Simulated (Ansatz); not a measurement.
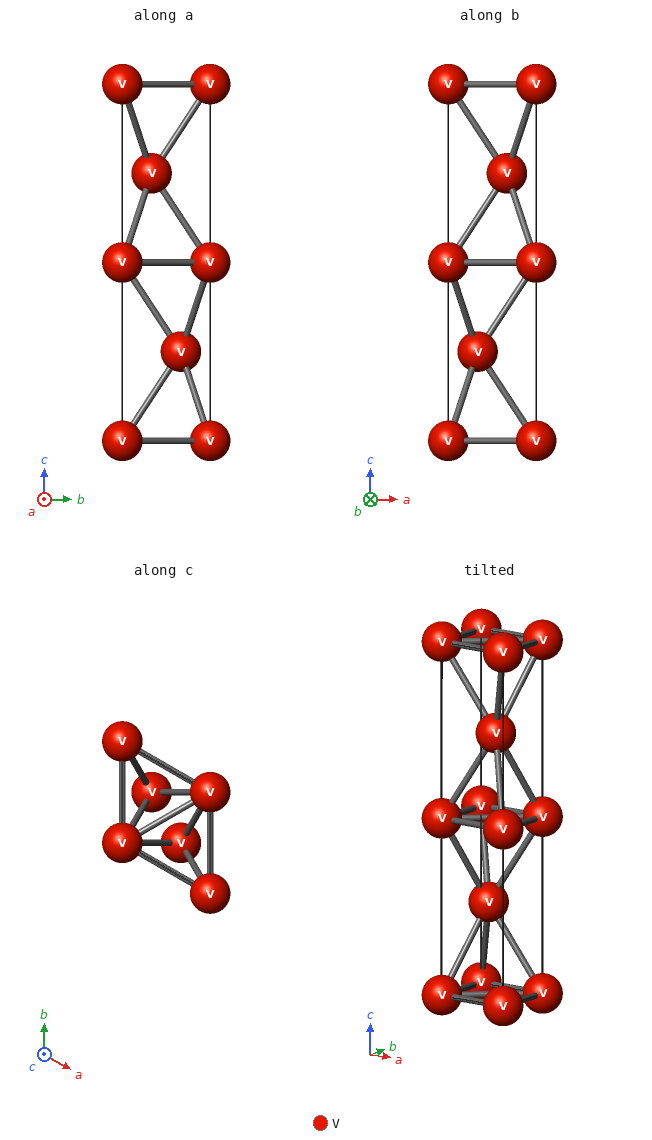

Ball-and-stick representation of a periodic structure, projected along the a axis, along the b axis, along the c axis and slightly off an axis. The box is the conventional unit cell; atoms on or close to its faces, edges and corners are drawn wherever they repeat.

Lattice parameters: a = 2.6296 Å, b = 2.6296 Å, c = 9.2497 Å, α = 90.000°, β = 90.000°, γ = 120.000°.

Question: Turn the picture into a CIF in P1 with every atom of the cell.

Answer:
```cif
data_structure
_symmetry_space_group_name_H-M 'P 1'
_symmetry_Int_Tables_number 1
_cell_length_a 2.6296
_cell_length_b 2.6296
_cell_length_c 9.2497
_cell_angle_alpha 90.000
_cell_angle_beta 90.000
_cell_angle_gamma 120.000
_cell_volume 55.39
loop_
_atom_site_label
_atom_site_type_symbol
_atom_site_fract_x
_atom_site_fract_y
_atom_site_fract_z
_atom_site_occupancy
V1 V 0.0000 0.0000 0.0000 1
V2 V 0.0000 0.0000 0.5000 1
V3 V 0.3333 0.6667 0.2500 1
V4 V 0.6667 0.3333 0.7500 1
```

The initial geometry was a structure type filled with this element by a generator (whether the element takes this form wasn't checked). The structure drawn was relaxed with DFT, PBE, plane waves (420 eV) with PAW, scalar-relativistic (Ansatz).
